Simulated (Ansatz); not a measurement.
# Eu: what the fields show

```xyz
4
Lattice="3.9831 0.0000 0.0000 -1.9915 3.4495 0.0000 0.0000 0.0000 12.7662" Properties=species:S:1:pos:R:3 pbc="T T T"
Eu    0.0000    0.0000    9.5717
Eu    0.0000    2.2997    0.0000
Eu    0.0000    0.0000    3.1945
Eu    1.9916    1.1498    6.3831
```

Space group P-6m2; a structure from a database of computed crystals, not necessarily the ambient phase; no Hubbard U on the f states.

Computed with DFT, PBE, PAW with Ansatz's default frozen-core files, fully relativistic files with spin-orbit coupling (Ansatz).

Core electrons are frozen (PAW), and the valence fields are smoothed inside the atomic spheres.

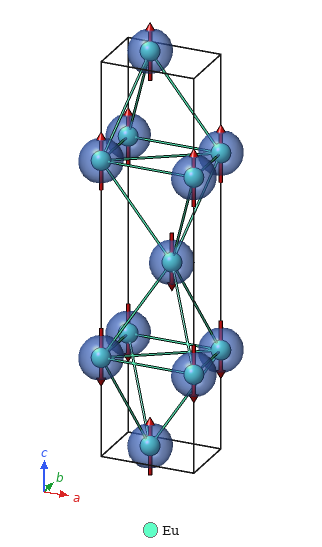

Figure 1. Isosurface of the size of the magnetisation density at 0.8 e/Å³ (blue), with the spin moments of the magnetic sites as arrows; seen slightly off an axis.

### Describe the magnetic structure.

Spin moments: Eu 6.5 μB. They are collinear, and cancel (antiferromagnetic), along [0 0 1] of the cell.

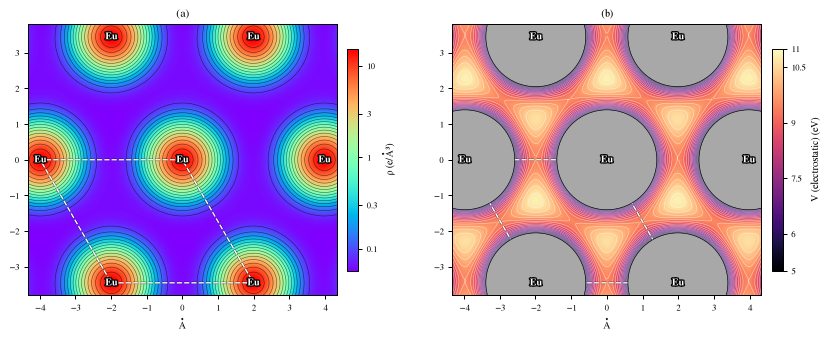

Figure 2. (a) valence electron density; (b) electrostatic potential (local pseudopotential plus Hartree) felt by an electron on the (001) plane of the calculation cell. Grey discs cover the atomic cores in the potential map.

### What do the fields say about this system?

- The plane passes through Eu nuclei.
- Eu–Eu (3.98 Å): ρ is about 0.06 e/Å³ halfway.
- Between the atoms the lowest density in this plane is 0.06 e/Å³.
- Outside the cores the potential energy rises away from the atoms and is highest about 2.3 Å from the nearest atoms; its zero is arbitrary.

### Does the calculation make it a metal, or give it a gap?

It is metallic or semimetallic at this level of theory: no gap opens.
